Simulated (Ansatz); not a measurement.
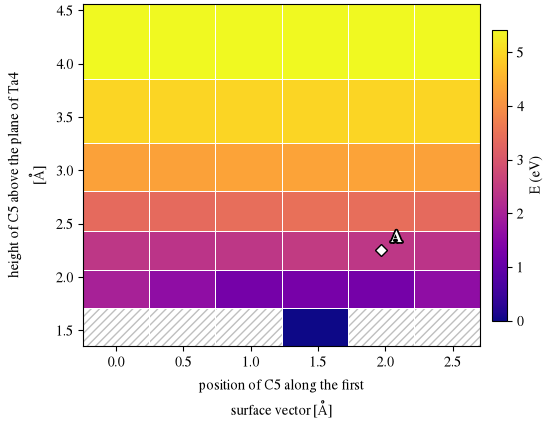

C on a Ta(110) slab cut from the Fm-3m phase, its upper half relaxed before the scan (4 atoms of substrate and one adsorbate in a 1 × 1 cell). C is moved along a line over the surface and along the normal, above a rigid substrate. First axis: position of C5 along the first surface vector, from above Ta4. Second axis: height of C5 above the plane of Ta4. The scan uses a 6 × 7 grid; 25 points were computed and 12 follow by symmetry. At 5 points there is no value (left out of the scan, as a rule where atoms come close). Points are written as (first, second). Energies are in eV, from the lowest grid point. The runs have no spin polarisation, so an open-shell adsorbate far from the surface lies too high. Method: DFT PBEsol, scalar-relativistic, plane waves, PAW in Ansatz 0.2.0. Settings: cutoff 420 eV, k-mesh 9×7×1, gaussian smearing 0.1 eV, no spin polarisation.

Drawn: one coloured cell a grid point, hatched blanks where no value was computed, the point A.

Q: Is A at rest? If not, where is it pushed?

A: A, at (1.97 Å, 2.25 Å), is not a stationary point. The computed force is 0.23 eV for each Å towards larger values of the first coordinate and 3.1 eV for each Å towards smaller values of the second coordinate.
